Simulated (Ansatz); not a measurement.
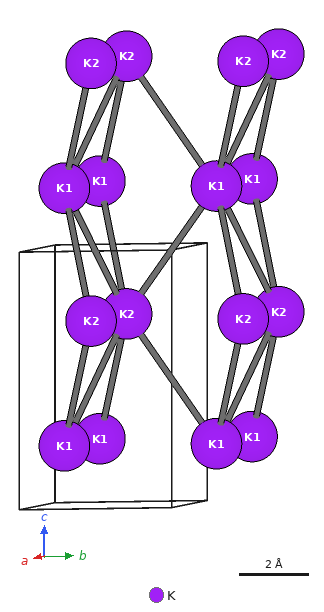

This is solid K (set up in Cmcm). The picture is a ball-and-stick view of the cell of the calculation, reduced to other axes, repeated 2 × 2 × 2 with one cell outlined, seen from a free direction. Lengths and directions refer to the drawn axes.

Level of theory: DFT PBE+D3(BJ), scalar-relativistic, plane waves, PAW in Ansatz 0.2.0. Settings: plane-wave cutoff 420 eV; k-point mesh 10 × 10 × 6; occupations gaussian; smearing width 0.1 eV; no spin polarisation.

Change: The volume is changed by −12.0 %. The atoms are relaxed in that cell.

The input:
```yaml
crystal:
  lattice:
    - [2.2254991476, -3.8278453922, 0.0]
    - [2.2254991476, 3.8278453922, 0.0]
    - [0.0, 0.0, 7.1656831611]
  atoms:
    - { symbol: K, position: [0.8327984899, 0.1672015101, 0.25] }
    - { symbol: K, position: [0.1672015101, 0.8327984899, 0.75] }
basis:
  ecutwfc: 420
kpoints:
  mp_grid: { grid: [10, 10, 6] }
hamiltonian:
  xc: pbe
  dispersion: d3bj
scf:
  occupations: { method: gaussian, width: 0.1 }
output:
  forces: true
  stress: true
  eigenvalues: true
relax:
  adjacent_minimum: "off"
  f_tol: 0.01
  max_steps: 30
  cell: { stress_tol: 0.1, fix: [volume] }
```

Run as
```bash
ansatz run input.yaml --threads 1 --pin off --max-ram 2560MiB --backend cpu --events-out ev --progress --plain --runs-dir out
```

Q: What does the calculation give for the changed structure?

A: The energy rises by 14.5 meV per atom. The pressure goes from 0.0 to 0.6 GPa. The drawn cell changes as follows: a 4.645 → 4.451 Å (−4.2 %), b 4.621 → 4.428 Å (−4.2 %), c 7.478 → 7.166 Å (−4.2 %); the volume changes by −12.0 %. The atoms keep their places relative to the cell (all moves are under 0.005 Å). Near-neighbour distances before and after: K–K 4.645 → 4.451 Å, K–K 4.621 → 4.428 Å, K–K 4.596 → 4.403 Å. The space group stays Cmcm (No. 63).

The changed structure in the same view:

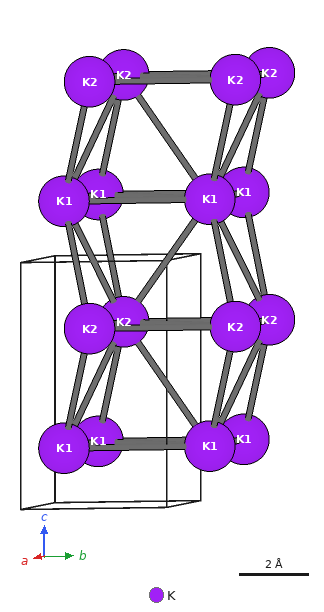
